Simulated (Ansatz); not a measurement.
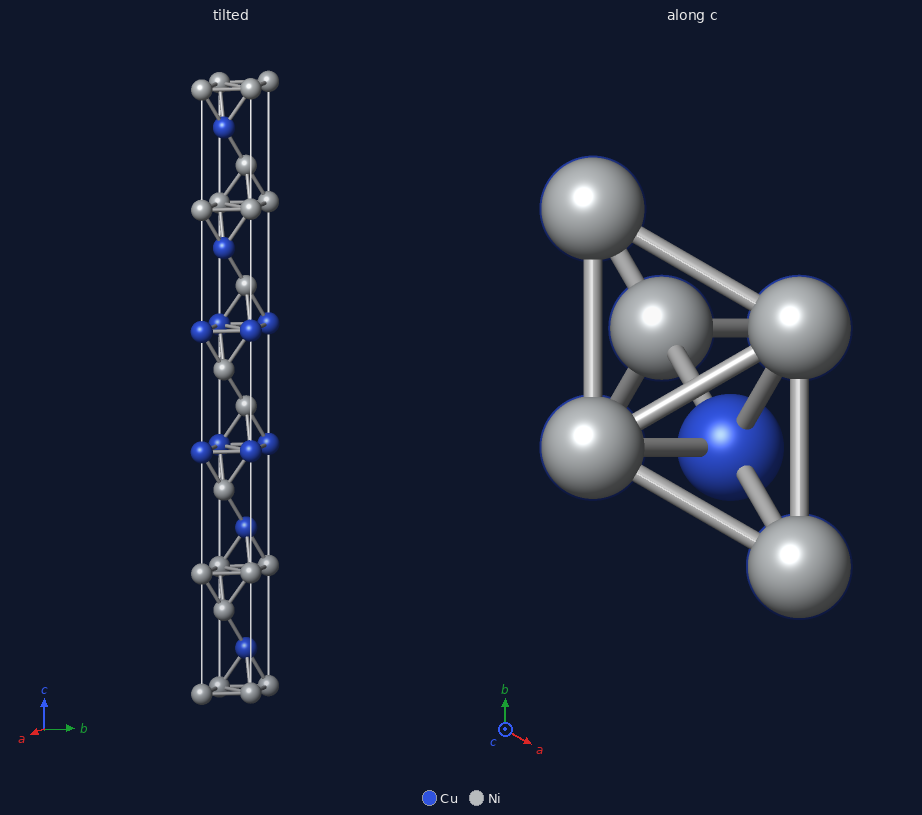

Crystal structure, ball-and-stick style, seen slightly off an axis and along the c axis. Lines trace the edges of the conventional unit cell. Cell: a = 2.51 Å, b = 2.51 Å, c = 30.94 Å, α = 90.00°, β = 90.00°, γ = 120.00°.

Its origin is a structure type filled with these elements by a generator (whether the compound takes this form wasn't checked). Earlier steps of the study, as a rule a relaxation of our own, may have changed the cell and positions, so they can lie some per cent off the listed ones. It was run through Ansatz as a DFT input.

**Summary of the structure:**

The structure is one of Cu2Ni3. Space group: R-3m (No. 166). Lattice: rhombohedral (trigonal R). With Z = 3, the cell contains 6 Cu, 9 Ni. The coordination shell of Cu holds six Cu and six Ni in a cuboctahedral arrangement (about 2.5 Å to Cu, 2.5 Å to Ni). Ni takes two kinds of site: 6c with nine Ni and three Cu in a cuboctahedral arrangement (about 2.5 Å to Ni, 2.5 Å to Cu); 3a with six Cu and six Ni in a cuboctahedral arrangement (about 2.5 Å to Cu, 2.5 Å to Ni). The bonds build a three-dimensional framework.

The numbers come from DFT PBE, scalar-relativistic, plane waves, PAW in Ansatz 0.2.0, using E_cut = 420 eV, k-points about 0.16 Å⁻¹ apart, Gaussian smearing of 0.1 eV, collinear spins.

**Which atoms carry magnetic moments in this run, and how do they order?**

The state reached is ferromagnetic. Sizes: Ni 0.5 μB; net moment 1.2 μB in the run's cell of 5 atoms.

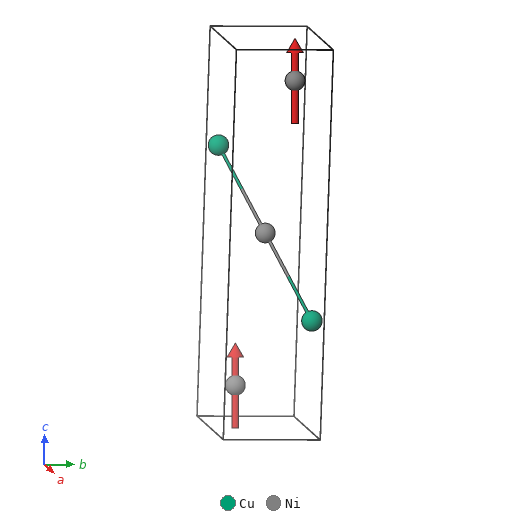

Site moments above 0.25 μB as arrows, small induced ones on non-metal atoms left out (red along the largest or up, blue against, purple across). The run's cell of 5 atoms is drawn in a reduced setting, so axes and origin can differ from the first picture.

**What does the calculation say: metal or gapped?**

A metal: bands cross the Fermi level.

**State the Bader charges by element.**

Cu +0.04 e; Ni -0.05 to -0.01 e.

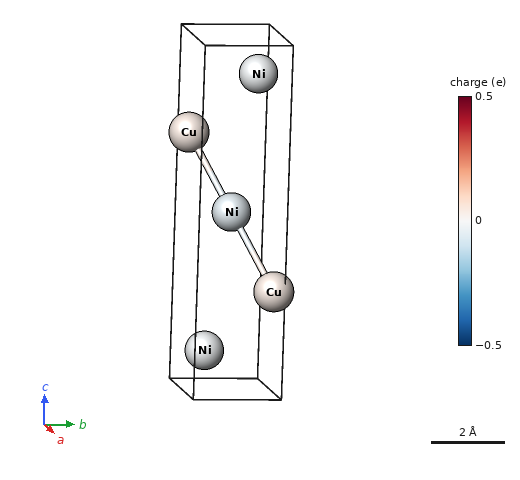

The atoms coloured by those charges. The run's cell of 5 atoms is drawn in a reduced setting, so axes and origin can differ from the first picture.

**Does this geometry sit at a stationary point of the energy?**

Yes. All forces vanish to within 0.01 eV/Å. The pressure is 0.0 GPa, close to zero.
